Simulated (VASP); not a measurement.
Consider Mn.

```
CELL_PARAMETERS angstrom
4.88346 0.00000 0.00000
0.00000 4.88346 0.00000
0.00000 0.00000 4.88346
ATOMIC_POSITIONS crystal
Mn 0.75000 0.25000 0.25000
Mn 0.25000 0.75000 0.25000
Mn 0.25000 0.25000 0.75000
Mn 0.75000 0.75000 0.75000
Mn 0.50000 0.00000 0.00000
Mn 0.00000 0.50000 0.00000
Mn 0.00000 0.00000 0.50000
Mn 0.50000 0.50000 0.50000
```

Space group Fd-3m; a generated structure, not necessarily the stable one.

The calculation used Kohn-Sham DFT of a periodic cell, PBEsol, VASP PAW PBE potentials, recommended in VASP.

What can the converged valence pseudo-density and electron localisation function tell about the bonding?

Mn–Mn (2.11 Å): the density is about 0.76 e/Å³ at the midpoint; the ELF is about 0.40 at the midpoint.

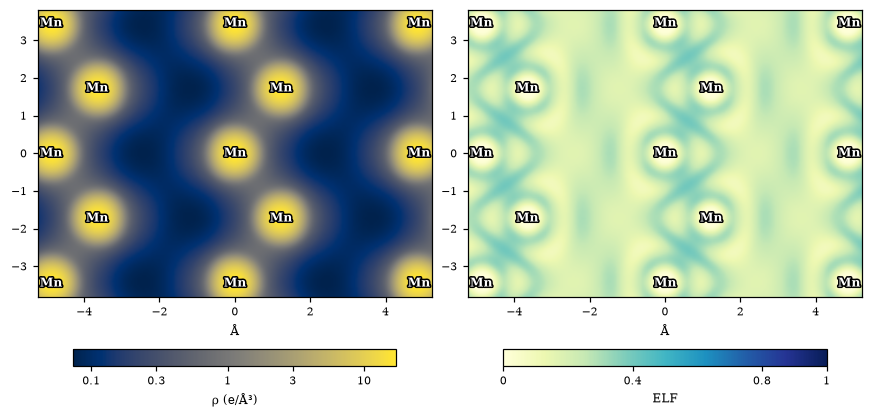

Computed valence pseudo-density and electron localisation function on the (101) plane of the conventional cell, in this order. 

The density is the valence pseudo-density of a PAW calculation; it isn't the true density close to the nuclei.
